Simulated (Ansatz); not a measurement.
**Ti3O2: densities and their changes**

Space group R-3c; the calculation finds a residual pressure of about −6 GPa at this fixed cell. The cell comes from a database of computed structures, not from a measurement.

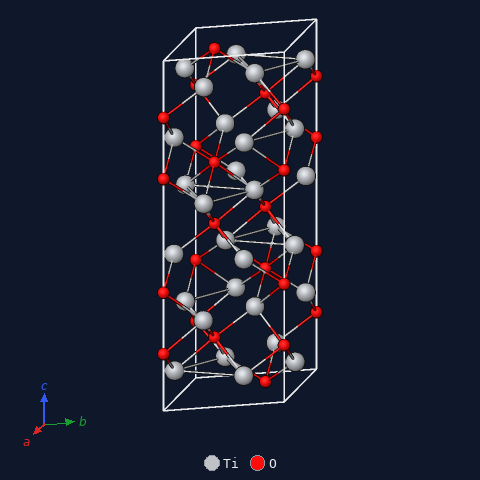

The conventional cell.

```cif
data_structure
_symmetry_space_group_name_H-M 'P 1'
_symmetry_Int_Tables_number 1
_cell_length_a 5.1021
_cell_length_b 5.1021
_cell_length_c 14.8614
_cell_angle_alpha 90.000
_cell_angle_beta 90.000
_cell_angle_gamma 120.000
_cell_volume 335.04
loop_
_atom_site_label
_atom_site_type_symbol
_atom_site_fract_x
_atom_site_fract_y
_atom_site_fract_z
_atom_site_occupancy
Ti1 Ti 0.66920 0.00000 0.75000 1
Ti2 Ti 0.33587 0.33333 0.08333 1
Ti3 Ti 0.00253 0.66667 0.41667 1
Ti4 Ti 0.33080 0.33080 0.75000 1
Ti5 Ti 0.99747 0.66413 0.08333 1
Ti6 Ti 0.66413 0.99747 0.41667 1
Ti7 Ti 0.66667 0.00253 0.08333 1
Ti8 Ti 0.33333 0.33587 0.41667 1
Ti9 Ti 0.00000 0.66920 0.75000 1
Ti10 Ti 0.66667 0.66413 0.58333 1
Ti11 Ti 0.33333 0.99747 0.91667 1
Ti12 Ti 0.00000 0.33080 0.25000 1
Ti13 Ti 0.33587 0.00253 0.58333 1
Ti14 Ti 0.00253 0.33587 0.91667 1
Ti15 Ti 0.66920 0.66920 0.25000 1
Ti16 Ti 0.99747 0.33333 0.58333 1
Ti17 Ti 0.66413 0.66667 0.91667 1
Ti18 Ti 0.33080 0.00000 0.25000 1
O1 O 0.66667 0.33333 0.67079 1
O2 O 0.00000 0.00000 0.33746 1
O3 O 0.33333 0.66667 0.00413 1
O4 O 0.66667 0.33333 0.49587 1
O5 O 0.33333 0.66667 0.82921 1
O6 O 0.00000 0.00000 0.16254 1
O7 O 0.00000 0.00000 0.83746 1
O8 O 0.66667 0.33333 0.17079 1
O9 O 0.33333 0.66667 0.50413 1
O10 O 0.66667 0.33333 0.99587 1
O11 O 0.00000 0.00000 0.66254 1
O12 O 0.33333 0.66667 0.32921 1
```

These are results of Ansatz, DFT PBEsol, scalar-relativistic, plane waves, PAW, not measurements.

Core electrons are frozen (PAW), so the maps are meaningful between the atoms, not at the nuclei.

Part 1: Bonding charge

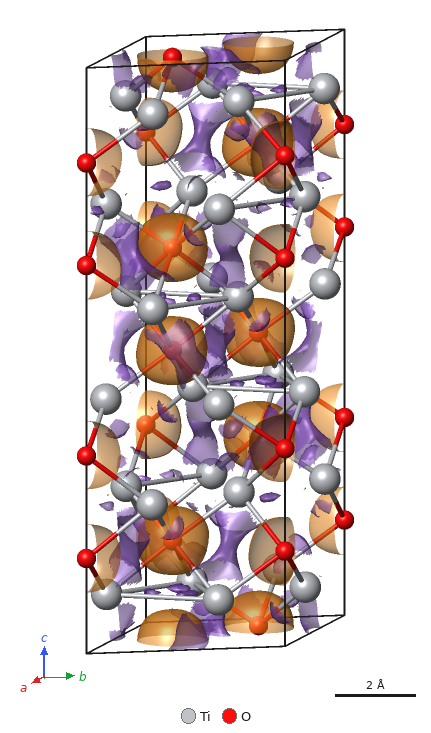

Density of the crystal less the sum of free-atom densities: orange surfaces at +0.04 and purple ones at −0.04 e/Å³, in the conventional cell seen slightly off an axis (the regions close to the nuclei are left out). Cores are masked to 1.0 Å (Ti) and 0.6 Å (O).

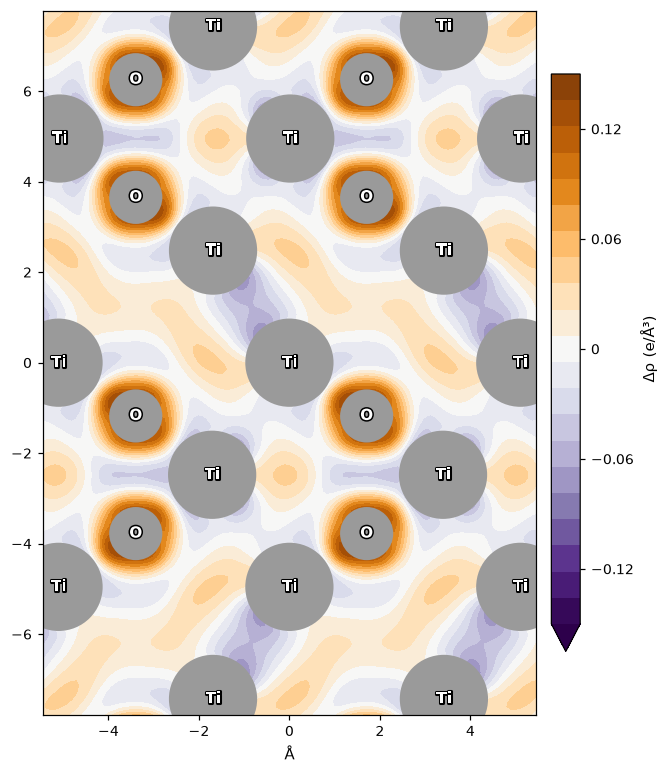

Also shown: a map on the (100) plane of the conventional cell, with grey discs over the atomic cores.

> What does the deformation density say about the bonding?

O–Ti (2.07 Å): Δρ is +0.013 e/Å³ at the midpoint (close to a masked core, so read it with care).
- Ti–Ti (2.92 Å): Δρ is −0.02 e/Å³ at the midpoint.
- Over the whole cell, outside the masked cores, the largest gain lies at the edge of the masked core of O, and the largest loss lies at the edge of the masked core of Ti.
- In all about 0.17 e an atom is rearranged against the free atoms.
- Bader charges: Ti +0.95 and O −1.43 e.

Part 2: States by energy

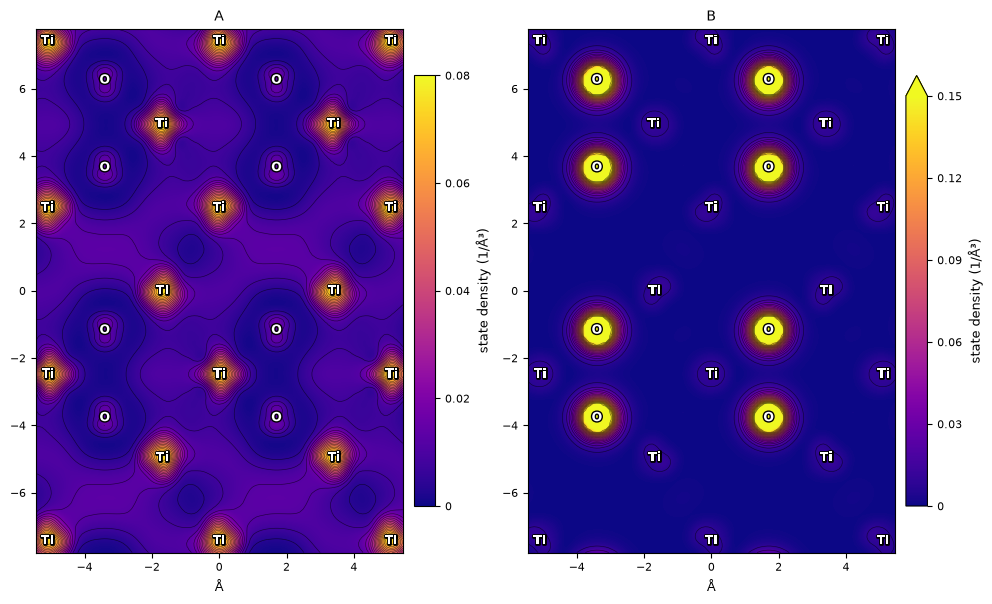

Ti3O2: densities of the states in two energy windows, on the (100) plane of the conventional cell.

> The windows, about the Fermi level, are −21.6 to −20.3 eV and −2.3 to −1.1 eV. Which panel shows which?

Panel A: −2.3 to −1.1 eV, the middle third of the occupied valence band, mainly Ti 3d (85 %) and Ti 4s (10 %).
Panel B: −21.6 to −20.3 eV, a separate group of bands (semicore or deep states), mainly O 2s (80 %).
The characters are Löwdin shares on a minimal set of atomic orbitals.

Part 3: Change of volume

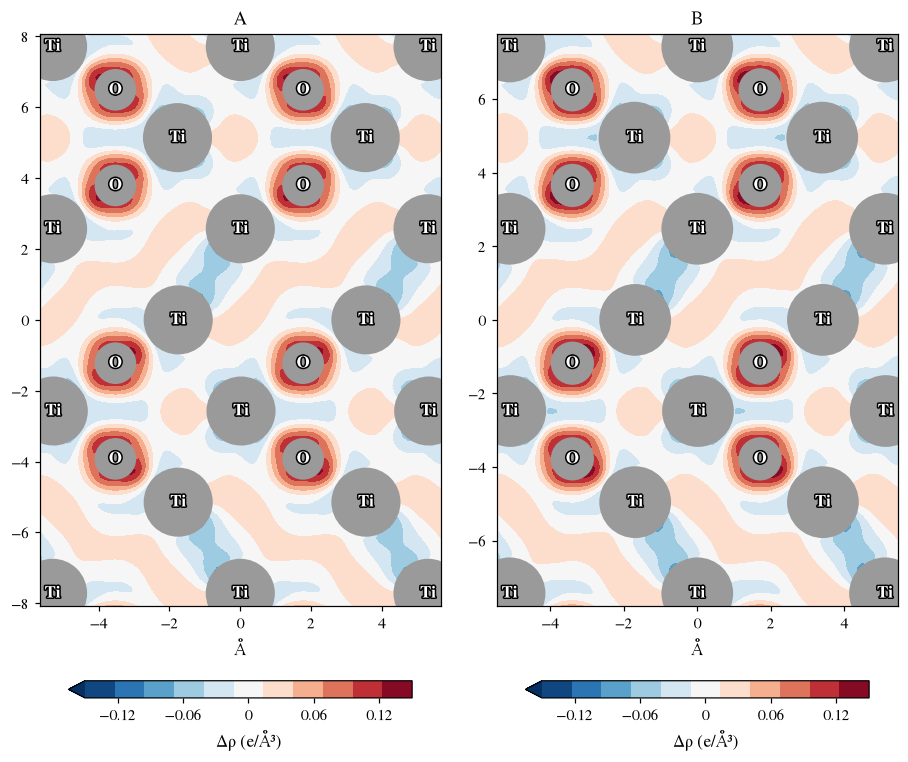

Ti3O2: deformation density on the (100) plane of the conventional cell at two volumes, with the same fractional coordinates and one colour scale. Grey discs cover the cores.

> How do the two volumes compare, and how does the bonding charge respond?

A is the larger cell: A has 112 % of the volume of B.
The pressure is −6 GPa in B and −23 GPa in A.
Bader charges in B: Ti +0.95 and O −1.43 e; in A: Ti +0.96 and O −1.44 e.
The rearranged charge is 0.17 e an atom in B and 0.17 e in A.

Part 4: Another level of theory

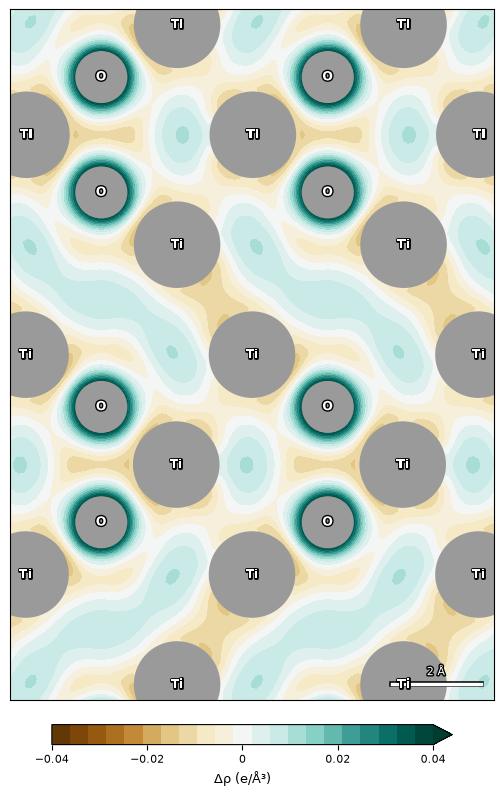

Ti3O2: difference of two self-consistent densities at the same geometry, ρ(r2SCAN) − ρ(PBEsol), on the (100) plane of the conventional cell. Grey discs cover the cores, where the PAW densities can't be compared. Cores are masked to 1.0 Å (Ti) and 0.6 Å (O).

Both runs: Ansatz, scalar-relativistic, plane waves and PAW, same cutoff, k-points and PAW files (made with PBE).

> How does the change of level move the electrons?

Against PBEsol, and outside the masked cores, the largest gain lies at the edge of the masked core of O, and the largest loss lies at the edge of the masked core of Ti.
Bader charges are Ti +0.95 and O −1.43 e with PBEsol and Ti +0.98 and O −1.47 e with r2SCAN.
At this volume the pressure is −6 GPa with PBEsol and −1 GPa with r2SCAN.

Part 5: Putting it together

Charge passes from Ti (Pauling electronegativity 1.54) to O (3.44), the direction that the scale predicts; the Bader charges fall short of whole formal charges, as they usually do. The two pressures give a mean stiffness −ΔP/Δln V of about 151 GPa over this range, with the atoms held at their fractional positions.
